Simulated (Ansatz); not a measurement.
# Geometry relaxation of Co (part 3 of 3)

The same run, continued: Co (P6₃/mmc, 4 atoms in the cell); DFT PBE, scalar-relativistic, plane waves, PAW, spin-polarised (Ansatz 0.2.0); cutoff 420 eV, 21×21×6 k-mesh, Gaussian smearing of 0.1 eV, collinear spins. The structure derives from a Materials Project entry.

Geometry of the input (Å; fractional positions):
```
2.4706  0.0000  0.0000
-1.2353  2.1396  0.0000
0.0000  0.0000  8.0882
Co 0.0000  0.0000  0.0000
Co 0.3333  0.6667  0.2500
Co 0.0000  0.0000  0.5000
Co 0.6667  0.3333  0.7500
```

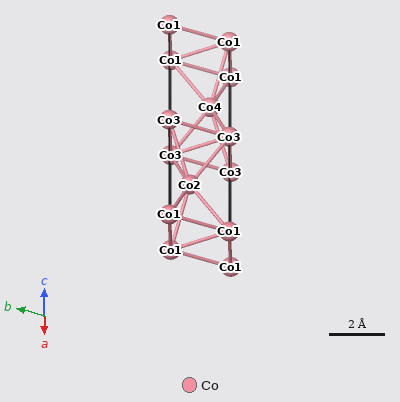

Figure 1. The geometry at step 3 of the log (ball-and-stick view of the cell of the calculation, seen at an oblique angle; atoms are numbered from 1 in the order of the input).

**The program's output, continued**
```
SCF iter   1: F=—  HF=-20504.597890 eV  |F-HF|=—  |Δ(HF+E_count)|=         —  Δρ=4.69e-5 (↑4.69e-5 ↓2.58e-5)  dr2=1.25e-6  dr2_m=1.15e-7  M=6.576 μB ∫|m|=7.211 μB  β_m=0.65  ethr=1.46e-9  ⟨swp⟩=2.0  Hψ=69732  notcnv=0
preconditioner: auto → none  [metal: Δε(μ)=0.002 eV  Ē_g=9.475 eV  σ=0.100 eV  W_gap=0.01  n_scr=4 (ndim 8)  ℏωp=33.8 eV  f_vac=0.000  D(μ)=3.71/eV (n_scr^D=52)]
SCF iter   2: F=—  HF=-20504.597890 eV  |F-HF|=—  |Δ(HF+E_count)|=   3.84e-8  Δρ=4.89e-5 (↑4.89e-5 ↓4.37e-5)  dr2=1.77e-6  dr2_m=1.01e-8  M=6.576 μB ∫|m|=7.211 μB  β_m=0.31  ethr=1.46e-9  ⟨swp⟩=2.0  Hψ=30961  notcnv=0
SCF iter   3: F=—  HF=-20504.597889 eV  |F-HF|=—  |Δ(HF+E_count)|=   4.03e-7  Δρ=1.17e-5 (↑6.33e-6 ↓1.17e-5)  dr2=1.85e-8  dr2_m=2.57e-8  M=6.576 μB ∫|m|=7.211 μB  β_m=0.64  ethr=1.46e-9  ⟨swp⟩=3.0  Hψ=32219  notcnv=0
SCF iter   4: F=—  HF=-20504.597890 eV  |F-HF|=—  |Δ(HF+E_count)|=   1.97e-7  Δρ=7.24e-6 (↑3.93e-6 ↓7.24e-6)  dr2=2.79e-8  dr2_m=4.16e-9  M=6.576 μB ∫|m|=7.211 μB  β_m=0.81  ethr=2.72e-11  ⟨swp⟩=2.0  Hψ=30471  notcnv=0
SCF iter   5: F=—  HF=-20504.597890 eV  |F-HF|=—  |Δ(HF+E_count)|=   5.40e-8  Δρ=9.95e-6 (↑9.95e-6 ↓8.12e-6)  dr2=8.88e-8  dr2_m=1.89e-9  M=6.576 μB ∫|m|=7.211 μB  β_m=0.58  ethr=2.72e-11  ⟨swp⟩=2.0  Hψ=30982  notcnv=0  recentre
SCF iter   6: F=—  HF=-20504.597890 eV  |F-HF|=—  |Δ(HF+E_count)|=   8.48e-9  Δρ=1.35e-6 (↑1.35e-6 ↓1.04e-6)  dr2=4.31e-10  dr2_m=4.09e-10  M=6.576 μB ∫|m|=7.211 μB  β_m=0.79  ethr=2.72e-11  ⟨swp⟩=2.0  Hψ=30419  notcnv=0
SCF iter   7: F=—  HF=-20504.597890 eV  |F-HF|=—  |Δ(HF+E_count)|=  6.37e-10  Δρ=3.93e-6 (↑1.01e-6 ↓3.93e-6)  dr2=9.64e-9  dr2_m=1.13e-9  M=6.576 μB ∫|m|=7.211 μB  β_m=0.83  ethr=1.00e-12  ⟨swp⟩=2.0  Hψ=24601  notcnv=0
SCF iter   8: F=-20504.597890 eV  HF=-20504.597890 eV  |F-HF|=2.24e-9  |Δ(HF+E_count)|=  3.13e-10  Δρ=2.10e-6 (↑5.08e-7 ↓2.10e-6)  dr2=2.48e-9  dr2_m=2.66e-10  M=6.576 μB ∫|m|=7.211 μB  ethr=1.00e-12  ⟨swp⟩=2.0  Hψ=46235  notcnv=0
SCF 6 converged in 8 iterations: F = -20504.597890 eV  dr2 = 2.48e-9
relax step   6: F+E_penalty+E_count = -20504.59788972 eV  Δ(F+E_penalty+E_count) = +6.603e-6 eV  max|allowed force component| = 2.862e-17 eV/Å  Δτ_max = 0.0000 Å  P = +0.001 GPa  Ω = 43.572 Å³  energy of the carried Pulay correction = -8.538e-6 eV  (8 SCF iters, dr2 threshold 7.90e-9 eV, accepted)
iter 1 solved again at ethr=4.03e-9 eV; its pass at ethr=3.10e-3 eV (dr2=2.74e-6 eV) is discarded
SCF iter   1: F=—  HF=-20504.597898 eV  |F-HF|=—  |Δ(HF+E_count)|=         —  Δρ=9.45e-7 (↑7.03e-7 ↓9.45e-7)  dr2=1.63e-10  dr2_m=6.83e-11  M=6.576 μB ∫|m|=7.211 μB  β_m=0.65  ethr=4.03e-9  ⟨swp⟩=4.0  Hψ=118636  notcnv=0
SCF iter   2: F=—  HF=-20504.597898 eV  |F-HF|=—  |Δ(HF+E_count)|=   1.19e-7  Δρ=7.15e-7 (↑7.15e-7 ↓4.07e-7)  dr2=2.13e-10  dr2_m=1.77e-11  M=6.576 μB ∫|m|=7.211 μB  β_m=0.53  ethr=1.00e-12  ⟨swp⟩=2.6  Hψ=32552  notcnv=0
SCF iter   3: F=—  HF=-20504.597898 eV  |F-HF|=—  |Δ(HF+E_count)|=  4.00e-11  Δρ=3.93e-7 (↑3.93e-7 ↓3.82e-7)  dr2=1.52e-10  dr2_m=2.48e-12  M=6.576 μB ∫|m|=7.211 μB  β_m=0.44  ethr=1.00e-12  ⟨swp⟩=2.0  Hψ=24046  notcnv=0
SCF iter   4: F=—  HF=-20504.597898 eV  |F-HF|=—  |Δ(HF+E_count)|=  3.64e-12  Δρ=1.14e-7 (↑7.93e-8 ↓1.14e-7)  dr2=4.14e-12  dr2_m=2.38e-12  M=6.576 μB ∫|m|=7.211 μB  β_m=0.59  ethr=1.00e-12  ⟨swp⟩=1.2  Hψ=18135  notcnv=0
SCF iter   5: F=—  HF=-20504.597898 eV  |F-HF|=—  |Δ(HF+E_count)|=  1.82e-11  Δρ=1.09e-7 (↑1.06e-7 ↓1.09e-7)  dr2=8.67e-12  dr2_m=1.64e-12  M=6.576 μB ∫|m|=7.211 μB  β_m=0.50  ethr=1.00e-12  ⟨swp⟩=1.0  Hψ=17664  notcnv=0
SCF iter   6: F=—  HF=-20504.597898 eV  |F-HF|=—  |Δ(HF+E_count)|=  7.28e-12  Δρ=5.70e-8 (↑5.70e-8 ↓4.67e-8)  dr2=1.37e-13  dr2_m=1.01e-12  M=6.576 μB ∫|m|=7.211 μB  β_m=0.75  ethr=1.00e-12  ⟨swp⟩=1.0  Hψ=17664  notcnv=0
SCF iter   7: F=-20504.597898 eV  HF=-20504.597898 eV  |F-HF|=0.00e0  |Δ(HF+E_count)|=    0.00e0  Δρ=9.57e-8 (↑2.80e-8 ↓9.57e-8)  dr2=5.20e-12  dr2_m=6.26e-13  M=6.576 μB ∫|m|=7.211 μB  ethr=1.00e-12  ⟨swp⟩=2.1  Hψ=47371  notcnv=0
SCF 7 converged in 7 iterations: F = -20504.597898 eV  dr2 = 5.20e-12
relax step   7: F+E_penalty+E_count = -20504.59789767 eV  Δ(F+E_penalty+E_count) = -7.955e-6 eV  max|allowed force component| = 1.099e-17 eV/Å  Δτ_max = 0.0000 Å  P = +0.001 GPa  Ω = 43.572 Å³  stress off target by 1.47e-3 GPa  SCF on the basis re-selected at this cell (its energy is not comparable with the rows above)  (7 SCF iters)
basis re-selected at this cell: Δ(F+E_penalty+E_count) = -7.955e-6 eV, ΔP = +0.000 GPa vs the last step (what re-selecting the basis moved, of the pressure what is left beyond the Pulay correction that the steps carried, after the strain that the cell walked since its last selection, with what the two solves' SCF thresholds leave and, on support functions, any second-order correction that the steps lacked; it is no measure of the basis error at this ecutwfc). This SCF's stress stands 1.47e-3 GPa from its target on what of the cell is left free (relax.cell.stress_tol is 5.00e-2 GPa) and its largest allowed force component is 1.10e-17 eV/Å (relax.f_tol is 5.00e-3 eV/Å): within both
SCF converged after 7 iterations
Magnetization: 6.5762 μB (37.2881 up, 30.7119 down)
Absolute magnetization: 7.2135 μB (∫|ρ↑−ρ↓|, with the PAW one-centre terms)
Spin contamination: 0.1117 ħ² per cell (⟨S²⟩ above its minimum at these occupations)
Per-site moments (μB) at R_I (Å): [(1.7075789676082351, 1.023963681561045), (1.7263927851438936, 1.0239636815610451), (1.7075789676082367, 1.0239636815610451), (1.726392785143894, 1.023963681561045)]
Free energy (F): -20504.597898 eV
Harris-Foulkes:  -20504.597898 eV  (|F-HF|=0.00e0)
Internal energy: -20504.579329 eV  (E = F + TS)
E sigma→0 (E₀):  -20504.588613 eV
Entropy (-TS):   -0.018569 eV (-4.642 meV/atom)
Fermi energy:    18.676222 eV
--- Per-component energies (eV) ---
  E_band       = -981.736183
  E_kinetic    = 1813.948859
  E_local      = -11351.190324  (includes V_loc(G=0)·N_el)
  E_nonlocal   = 1816.384475
  E_hartree    = 4756.688616
  E_xc         = -635.911750
  E_vxc        = -820.593877  (∫ρ·V_xc dr)
  E_paw        = -6060.430773  (= ΣΔE_a)
  E_vpaw       = -1953.662961  (= ΣTr[D̂ρ^β])
  E_aug_tail   = 0.000334  (compensation charges beyond the density's cutoff)
  E_ewald      = -10844.068765
  E_smearing   = -0.018569  (= −TS)
  E_closure    = -0.000000  (closes the sum)
  Σ components = -20504.597898   (vs F -20504.597898, Δ=0.00e0)
--- Forces (eV/Å), atoms counted from 1 ---
  atom   1  Co     0.00000000     0.00000000    -0.00000000
  atom   2  Co    -0.00000000     0.00000000     0.00000000
  atom   3  Co    -0.00000000    -0.00000000     0.00000000
  atom   4  Co     0.00000000    -0.00000000     0.00000000
  max |Σ_I F_I| component: 6.94e-18 eV/Å
--- Stress (GPa, compression-positive) ---
        0.001471       0.000000       0.000000
        0.000000       0.001471       0.000000
        0.000000       0.000000      -0.000319
  P = ⅓ Tr σ = 0.0009 GPa (0.009 kbar)
--- Band table (eV; the first three rows and the last of 384) ---
  k-point 0 ↑: bands = ["-77.4849", "-77.4696", "-77.4351", "-77.4196", "-40.8846", "-40.7588", "-40.6806", "-40.5943", "-40.5943", "-40.5755", "-40.5755", "-40.5654", "-40.5654", "-40.5524", "-40.5466", "-40.5466", "9.5988", "11.8240", "11.8480", "13.4430", "15.6423", "15.6722", "15.8595", "15.8595", "15.8952", "15.8952", "15.9832", "16.1607", "16.1607", "16.2304", "16.2304", "16.8075", "16.8075", "17.1342", "17.1342", "17.4623", "17.4623", "17.8584", "17.8584", "18.3901", "24.8326", "33.3699", "33.3715", "40.1416", "40.7637", "41.6507"]
  k-point 1 ↑: bands = ["-77.4842", "-77.4711", "-77.4336", "-77.4204", "-40.8793", "-40.7769", "-40.6624", "-40.5935", "-40.5935", "-40.5783", "-40.5783", "-40.5626", "-40.5626", "-40.5578", "-40.5474", "-40.5474", "9.6687", "11.2267", "12.4308", "13.4277", "15.6658", "15.7769", "15.8723", "15.8723", "15.9093", "15.9093", "15.9637", "16.1377", "16.1377", "16.2057", "16.2057", "16.8358", "16.8358", "17.1139", "17.1139", "17.4968", "17.4968", "17.8365", "17.8365", "18.1003", "25.2592", "31.4152", "35.3860", "40.1826", "40.7134", "41.6057"]
  k-point 2 ↑: bands = ["-77.4819", "-77.4745", "-77.4301", "-77.4227", "-40.8640", "-40.8091", "-40.6297", "-40.5912", "-40.5912", "-40.5831", "-40.5831", "-40.5736", "-40.5577", "-40.5577", "-40.5496", "-40.5496", "9.8764", "10.6731", "12.9135", "13.3675", "15.7383", "15.9074", "15.9074", "15.9087", "15.9428", "15.9428", "16.0907", "16.0907", "16.1074", "16.1453", "16.1453", "16.9049", "16.9049", "17.0608", "17.0608", "17.4271", "17.5815", "17.5815", "17.7744", "17.7744", "26.3556", "29.5569", "37.4193", "40.2993", "40.5473", "41.0951"]
  k-point 191 ↓: bands = ["-75.3197", "-75.3197", "-75.3099", "-75.3099", "-38.7612", "-38.7612", "-38.7384", "-38.7384", "-38.6972", "-38.6972", "-38.6854", "-38.6854", "-38.5909", "-38.5909", "-38.5761", "-38.5761", "15.8046", "15.8046", "15.8861", "15.8861", "15.8926", "15.8926", "15.9925", "15.9925", "16.9895", "16.9895", "17.0845", "17.0845", "18.4248", "18.4248", "18.9618", "18.9618", "19.6390", "19.6390", "19.7382", "19.7382", "24.2187", "24.2187", "24.7272", "24.7272", "25.3491", "25.3491", "28.1818", "28.1818", "29.9125", "29.9125"]
--- Relaxed structure (5 steps of the walk, 5 accepted, 2 SCFs on fresh bases) ---
  F+E_penalty+E_count = -20504.59789767 eV   max|allowed force component| = 1.099e-17 eV/Å   (the final SCF, on the basis selected at the relaxed cell)
  cell:  # Å, volume = 43.5716 Å³
    - [2.4941178554330055, 2.9142807273579965e-11, 0.0]
    - [-1.2470589277417412, 2.1599694228227753, 0.0]
    - [0.0, 0.0, 8.087968057569308]
  atoms:
    - { symbol: Co, position: [-6.680074488507889e-36, -6.153358505989268e-36, 2.2323283024571246e-36] }
    - { symbol: Co, position: [0.33333333333333337, 0.6666666666666666, 0.25] }
    - { symbol: Co, position: [9.21346923112168e-36, 5.332910705144525e-36, 0.5] }
    - { symbol: Co, position: [0.6666666666666667, 0.33333333333333337, 0.7500000000000001] }
--- Löwdin populations: 4 sites ---
  site symbol       q [e]    m [muB]
     0     Co     16.7806     1.7014
     1     Co     16.7756     1.7164
     2     Co     16.7806     1.7014
     3     Co     16.7756     1.7164
  spilling = 0.013052 (of n_electrons = 68.000000)
```

**File populations.tsv**
```
# site	symbol	l	j	q_up	q_dn
# orbitals = lowdin
# n_electrons = 68.000000
# spilling = 0.013052
0	Co	0_3S	-	0.993695	0.993985
0	Co	0_4S	-	0.463829	0.496389
0	Co	1_3P	-	2.998814	2.998707
0	Co	2_3D	-	4.784658	3.050512
1	Co	0_3S	-	0.993686	0.993992
1	Co	0_4S	-	0.463059	0.497504
1	Co	1_3P	-	2.998821	2.998706
1	Co	2_3D	-	4.790465	3.039405
2	Co	0_3S	-	0.993695	0.993985
2	Co	0_4S	-	0.463829	0.496389
2	Co	1_3P	-	2.998814	2.998707
2	Co	2_3D	-	4.784658	3.050512
3	Co	0_3S	-	0.993686	0.993992
3	Co	0_4S	-	0.463059	0.497504
3	Co	1_3P	-	2.998821	2.998706
3	Co	2_3D	-	4.790465	3.039405
```

**Trajectory as extended XYZ (Å, eV, eV/Å), 7 frames, from step=1 to step=7**
```
4
Lattice="2.4706 0.0000 0.0000 -1.2353 2.1396 0.0000 0.0000 0.0000 8.0882" Properties=species:S:1:pos:R:3:forces:R:3 step=1 energy=-20504.58515 pressure_GPa=4.14
Co    0.0000    0.0000    0.0000    0.0000   0.0000   0.0000
Co    0.0000    1.4264    2.0221    0.0000   0.0000   0.0000
Co    0.0000    0.0000    4.0441    0.0000   0.0000   0.0000
Co    1.2353    0.7132    6.0662    0.0000   0.0000   0.0000
4
Lattice="2.4818 0.0000 0.0000 -1.2409 2.1493 0.0000 0.0000 0.0000 8.0932" Properties=species:S:1:pos:R:3:forces:R:3 step=2 energy=-20504.59416 pressure_GPa=1.95
Co    0.0000    0.0000    0.0000    0.0000   0.0000   0.0000
Co    0.0000    1.4329    2.0233    0.0000   0.0000   0.0000
Co    0.0000    0.0000    4.0466    0.0000   0.0000   0.0000
Co    1.2409    0.7164    6.0699    0.0000   0.0000   0.0000
4
Lattice="2.4932 0.0000 0.0000 -1.2466 2.1592 0.0000 0.0000 0.0000 8.0907" Properties=species:S:1:pos:R:3:forces:R:3 step=3 energy=-20504.59687 pressure_GPa=0.04
Co    0.0000    0.0000    0.0000    0.0000   0.0000   0.0000
Co    0.0000    1.4394    2.0227    0.0000   0.0000   0.0000
Co    0.0000    0.0000    4.0454    0.0000   0.0000   0.0000
Co    1.2466    0.7197    6.0680    0.0000   0.0000   0.0000
4
Lattice="2.4938 0.0000 0.0000 -1.2469 2.1597 0.0000 0.0000 0.0000 8.0886" Properties=species:S:1:pos:R:3:forces:R:3 step=4 energy=-20504.59687 pressure_GPa=-0.01
Co    0.0000    0.0000    0.0000    0.0000   0.0000   0.0000
Co    0.0000    1.4398    2.0221    0.0000   0.0000   0.0000
Co    0.0000    0.0000    4.0443    0.0000   0.0000   0.0000
Co    1.2469    0.7199    6.0664    0.0000   0.0000   0.0000
4
Lattice="2.4938 0.0000 0.0000 -1.2469 2.1597 0.0000 0.0000 0.0000 8.0886" Properties=species:S:1:pos:R:3:forces:R:3 step=5 energy=-20504.59790 pressure_GPa=0.04
Co    0.0000    0.0000    0.0000    0.0000   0.0000   0.0000
Co    0.0000    1.4398    2.0221    0.0000   0.0000   0.0000
Co    0.0000    0.0000    4.0443    0.0000   0.0000   0.0000
Co    1.2469    0.7199    6.0664    0.0000   0.0000   0.0000
4
Lattice="2.4941 0.0000 0.0000 -1.2471 2.1600 0.0000 0.0000 0.0000 8.0880" Properties=species:S:1:pos:R:3:forces:R:3 step=6 energy=-20504.59789 pressure_GPa=0.00
Co    0.0000    0.0000    0.0000    0.0000   0.0000   0.0000
Co    0.0000    1.4400    2.0220    0.0000   0.0000   0.0000
Co    0.0000    0.0000    4.0440    0.0000   0.0000   0.0000
Co    1.2471    0.7200    6.0660    0.0000   0.0000   0.0000
4
Lattice="2.4941 0.0000 0.0000 -1.2471 2.1600 0.0000 0.0000 0.0000 8.0880" Properties=species:S:1:pos:R:3:forces:R:3 step=7 energy=-20504.59790 pressure_GPa=0.00
Co    0.0000    0.0000    0.0000    0.0000   0.0000   0.0000
Co    0.0000    1.4400    2.0220    0.0000   0.0000   0.0000
Co    0.0000    0.0000    4.0440    0.0000   0.0000   0.0000
Co    1.2471    0.7200    6.0660    0.0000   0.0000   0.0000
```

**Summary**

| quantity | value |
| --- | --- |
| outcome | converged |
| space group (tolerance 0.01 Å) | P6₃/mmc (194) |
| electrons treated | 68 |
| free energy | −20504.5979 eV |
| Fermi energy | 18.676 eV |
| gap on the k-point mesh | none (metallic) |
| net moment of the cell | 6.58 μB |
| integrated absolute moment | 7.21 μB |
| pressure | 0.00 GPa |
| final volume | 43.57 Å³ |
| largest force (length of the vector) at the end | under 0.001 eV/Å |
| final cell | a = 2.494 Å, b = 2.494 Å, c = 8.088 Å, α = 90.00°, β = 90.00°, γ = 120.00° |
| hardware | 1 thread of Intel Xeon (Sapphire Rapids), 192 GiB of memory available, shared host |
| wall time | 4.9 min |
| peak memory | 0.82 GiB |
